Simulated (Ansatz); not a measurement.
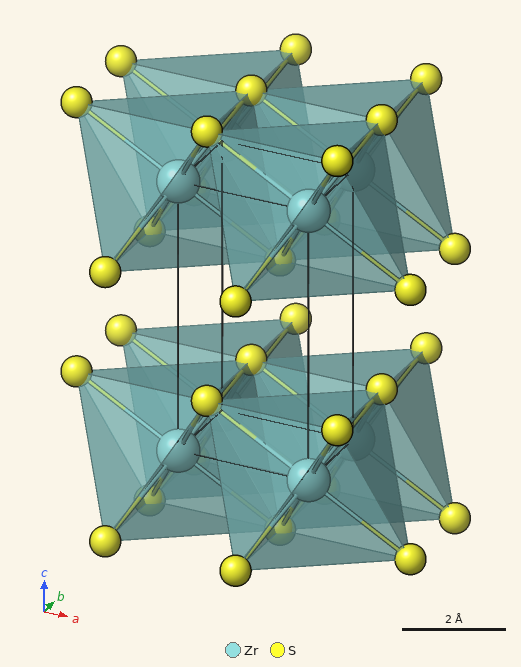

Crystal structure, polyhedral style, seen slightly off an axis. The frame is the conventional unit cell; atoms at its boundary are shown with their periodic copies. Some neighbours outside the box are added.

ZrS2, space group P-3m1 (No. 164), a = 3.56 Å, b = 3.56 Å, c = 5.43 Å, α = 90.00°, β = 90.00°, γ = 120.00°.

Calculation details: DFT PBE+D3(BJ), scalar-relativistic, plane waves, PAW in Ansatz; plane-wave cutoff 420 eV, k-grid 9×9×6, Gaussian smearing of 0.02 eV, no spin polarisation.

What is the electronic character?

A semiconductor at this level, with a gap of 0.22 eV on the k-mesh (the true edges may lie between mesh points, so the gap can be somewhat smaller).

The cell started as a structure listed in the Materials Project. It was relaxed at fixed volume with DFT PBE+D3(BJ), scalar-relativistic, plane waves, PAW in Ansatz.

At this level of theory the cell isn't at rest (compressed, at 5 GPa), so its distances can differ from those at equilibrium, the more so the softer the solid.
